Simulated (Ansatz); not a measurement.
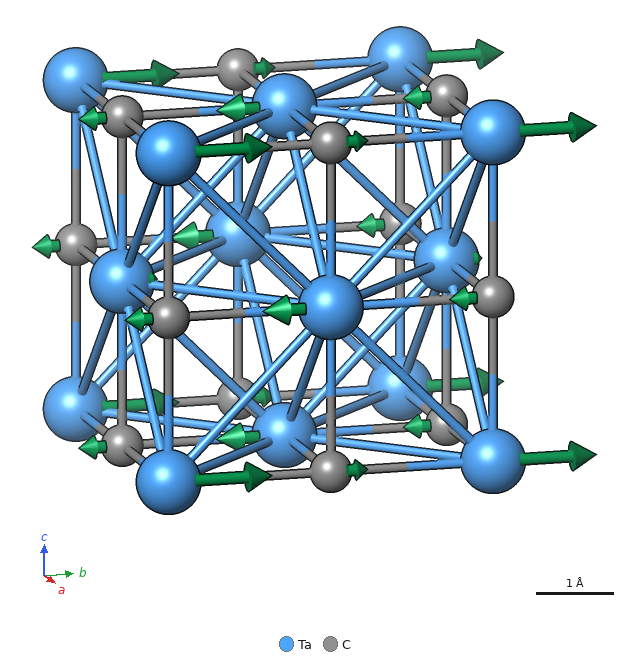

Lattice vibrations of a crystal of Ta₄C₃, space group Pm-3m (No. 221), at the zone centre. The optical levels lie at 111 (×3), 170 (×3), 173 (×3), 569 (×3), 607 (×3), 633 (×3) cm⁻¹. One mode is drawn. The green arrows are the displacements of the atoms (eigenvector over the root of the mass), of arbitrary overall length and sign. A ball-and-stick model of the cell of the calculation, seen slightly off an axis.

All numbers below come from DFT PBEsol, scalar-relativistic, plane waves, PAW in Ansatz. (plane-wave cutoff 420 eV; k-point mesh 10 × 10 × 10; occupations gaussian; smearing width 0.15 eV; no spin polarisation)

### Which of these frequencies is the drawn mode's?

The level at 173 cm⁻¹. This is the T₁u mode (triply degenerate; one member of the set is drawn), optical level 3 of 6, counted from below, infrared-active by symmetry. All motion is along b; the kinetic energy is shared as Ta 99 %, C 1 %. The crystal is a metal, so free carriers screen the infrared response.
